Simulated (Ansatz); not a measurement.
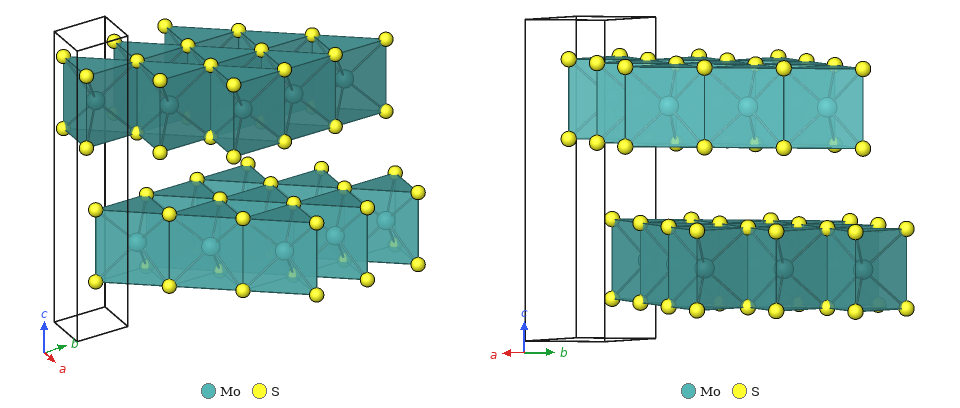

Polyhedra are drawn about Mo (bonds: Mo–S below 2.7 Å); other atoms are plain spheres. Two views of the same piece.

The compound is MoS₂ (space group P6_3/mmc, No. 194), taken as coordinates from a relaxation with DFT PBEsol, scalar-relativistic, plane waves, PAW (Ansatz).

Sharing among the drawn polyhedra:

```json
{"site": "Mo", "polyhedron": "MoS6 trigonal prism", "corner-sharing neighbours": "0", "edge-sharing": "6", "face-sharing": "0", "bond (Å)": "2.39"}
```

They form layers of edge-sharing trigonal prisms parallel to (001).
